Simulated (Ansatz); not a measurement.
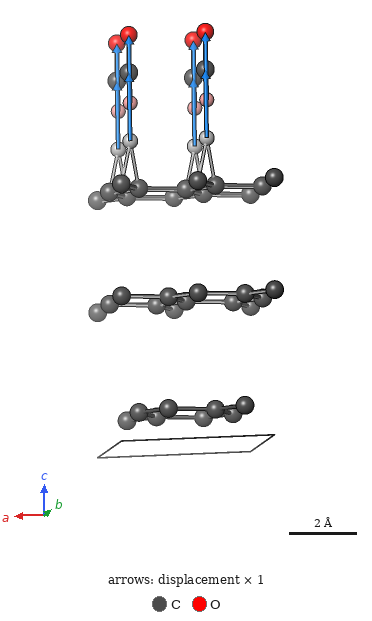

This is a constrained relaxation of a slab of composition C7O (cut from the R-3m phase). The starting structure is drawn faded, the final one solid; blue arrows show the displacements, at their true length.

Style: ball-and-stick. Shown: the 2 × 2 repeat of the cell, outlined in the plane, without the vacuum, from a free direction.

Case: CO put at a bridge C-C site. The slab is the (0 0 1) face of C with CO on it. 2 atoms are held fixed.

The calculation used Ansatz 0.2.0, DFT PBE+D3(BJ), scalar-relativistic, plane waves, PAW. (plane-wave cutoff 420 eV; k-point mesh 12 × 12 × 1; occupations gaussian; smearing width 0.05 eV; no spin polarisation; dipole correction; atoms relaxed in a fixed cell; force threshold 0.03 eV/Å; at most 70 steps)

### What happened in the run?

Over 27 accepted moves (28 points after the start) the energy falls by 3.135 eV per cell of the calculation. The largest force component goes from 4 to 0.0025 eV/Å. The line search rejected the trial step at point 6 of the run. The largest moves, 2.06 Å, are those of C and O atoms. By element the largest moves are C 2.06 Å, O 2.04 Å. The cell doesn't change. Near-neighbour distances that change, for instance: C–C 1.570 → 3.501 Å, C–C 1.572 → 3.460 Å, C–O 1.150 → 1.134 Å. Bonds break: C–C (1.57 → 3.46 Å), C–C (1.57 → 3.50 Å). The run took 7.4 min on 1 thread of Intel(R) Xeon(R) Platinum 8488C (Sapphire Rapids), with other jobs on the host, peak memory 0.53 GiB.

Limits of the set-up: the periodic images lie only 2.5 Å apart, so the values are limited by the cell's size.
